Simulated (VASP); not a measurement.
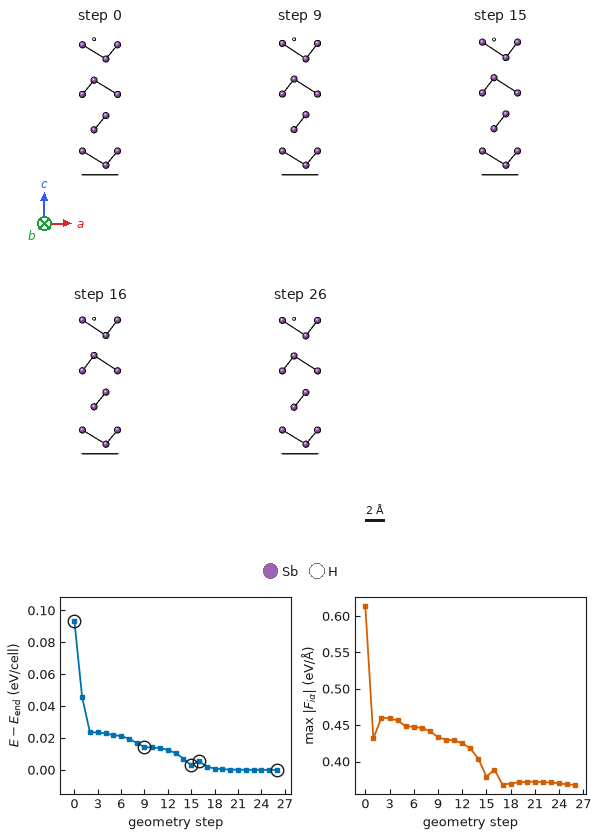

Frames of a relaxation of a slab of composition Sb8H, marked on the history of the run. The picture is a ball-and-stick view of the cell of the calculation, outlined in the plane, without the vacuum, seen along the b axis.

The run lets the atoms move in a fixed cell. 2 atoms are held fixed.

The calculation used Kohn-Sham DFT of a periodic cell, PBE, VASP PAW PBE potentials, recommended (VASP).

Input file:
```
SYSTEM = Sb8H
ALGO = Normal
DIPOL = 0.5 0.5 0.527
EDIFF = 1E-6
EDIFFG = -0.01
ENCUT = 520
GGA = PE
IBRION = 2
IDIPOL = 3
ISIF = 2
ISMEAR = 0
LASPH = .TRUE.
LCHARG = .FALSE.
LDIPOL = .TRUE.
LREAL = .FALSE.
LWAVE = .FALSE.
NELM = 60
NSW = 100
PREC = Accurate
SIGMA = 0.05
```

Launched with:
```bash
cat potpaw_PBE.64/Sb/POTCAR potpaw_PBE.64/H/POTCAR > POTCAR
mpirun -np 1 vasp_std > vasp.out
```

### What happens along the run?

Over 26 geometry steps the energy falls by 93.6 meV per cell of the calculation. Largest force component: 0.61 eV/Å at the start, 0.37 eV/Å at the end. The largest move is that of a Sb atom, 0.36 Å along the normal (+c). Largest moves by element: Sb 0.36 Å, H 0.08 Å. The cell doesn't change. Some distances before and after: Sb–Sb 2.909 → 2.980 Å, Sb–Sb 2.909 → 2.954 Å. Among the angles between lasting bonds that change: Sb–Sb–Sb 95.5° → 92.6°. From step 0 to 9: a Sb atom moves most (0.15 Å), energy −79.3 meV per cell of the calculation. From step 9 to 15: a Sb atom moves most (0.14 Å), energy −11.3 meV per cell of the calculation. From step 15 to 16: a Sb atom moves most (0.14 Å), energy +2.5 meV per cell of the calculation. From step 16 to 26: Sb atoms move most (0.05 Å), energy −5.4 meV per cell of the calculation.

```csv
step,"E − E(0), meV/atom","largest force component, eV/Å"
0,0.00,0.6143
1,-5.33,0.4318
2,-7.78,0.4605
3,-7.79,0.4592
4,-7.86,0.4567
5,-7.97,0.4484
6,-8.04,0.4479
7,-8.22,0.4460
8,-8.52,0.4422
9,-8.81,0.4333
10,-8.83,0.4302
11,-8.88,0.4291
12,-9.00,0.4253
13,-9.23,0.4181
14,-9.61,0.4041
15,-10.07,0.3793
16,-9.80,0.3890
17,-10.17,0.3682
18,-10.31,0.3698
19,-10.35,0.3715
20,-10.38,0.3720
21,-10.38,0.3725
22,-10.39,0.3717
23,-10.39,0.3713
24,-10.40,0.3701
25,-10.40,0.3685
26,-10.40,0.3680
```
